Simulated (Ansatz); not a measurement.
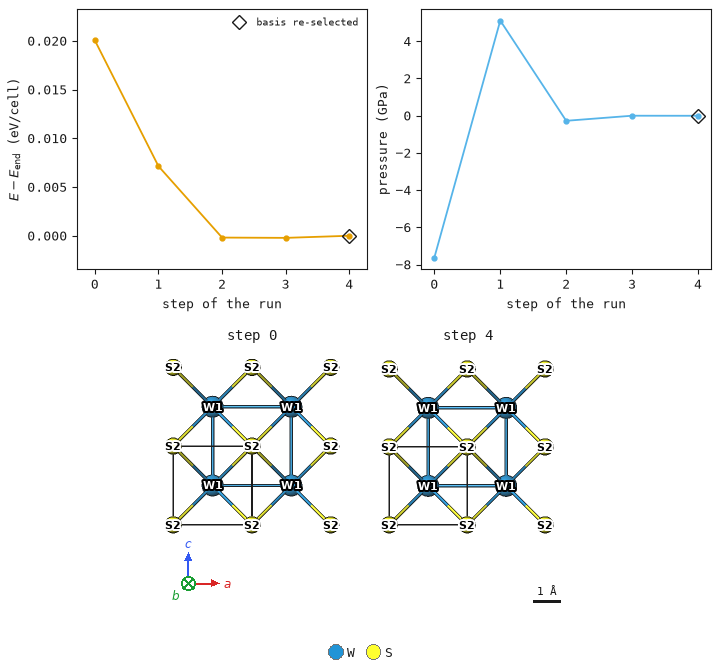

First and last geometry of a relaxation of crystalline WS (a generated structure, set up in Pm-3m), with the history of the run. Style: ball-and-stick. Shown: the cell of the calculation, repeated 2 × 1 × 2 with one cell outlined, along the b axis.

The run lets cell and atoms move.

Level of theory: Ansatz, Kohn-Sham DFT of a periodic cell, PBEsol, Ansatz PAW.

Input
```yaml
crystal:
  lattice:
    - [3.00789, 0.0, 0.0]
    - [0.0, 3.00789, 0.0]
    - [0.0, 0.0, 3.00789]
  atoms:
    - { symbol: W, position: [0.5, 0.5, 0.5] }
    - { symbol: S, position: [0.0, 0.0, 0.0] }
hamiltonian:
  xc: pbesol
  pseudopotentials: { kind: paw }
kpoints:
  mp_grid: { grid: [9, 9, 9] }
scf:
  occupations: { method: fermi_dirac, width: 0.05 }
output:
  forces: true
  stress: true
  eigenvalues: true
relax:
  f_tol: 0.01
  max_steps: 40
  cell: { stress_tol: 0.05 }
```

Launched with:
```bash
ansatz run input.yaml --threads 2 --pin off --max-ram 5632MiB --backend cpu --events-out ev --progress --plain --runs-dir out
```

Question: What do the curves and the structures tell?

Answer: It converged. After 3 accepted moves (4 points after the start) the energy has fallen by 20.1 meV per cell of the calculation. All forces vanish by symmetry, so only the cell relaxes. The pressure goes from −7.63 to 0.00 GPa. At 1 point the geometry stayed and the basis and grid were re-selected for the new cell (energy shift of 0.2 meV per cell of the calculation at most each time). The atoms keep their places relative to the cell (all moves are under 0.005 Å). The volume changes by −3.0 %, with a = b = c 3.008 → 2.977 Å (−1.0 %). Among the contacts that change: W1–W1 3.008 → 2.977 Å, W1–S2 2.605 → 2.579 Å. The space group stays Pm-3m (No. 221). Cost: 3.2 s on 2 threads of Arm Neoverse V1 (shared host), peak memory 0.29 GiB.
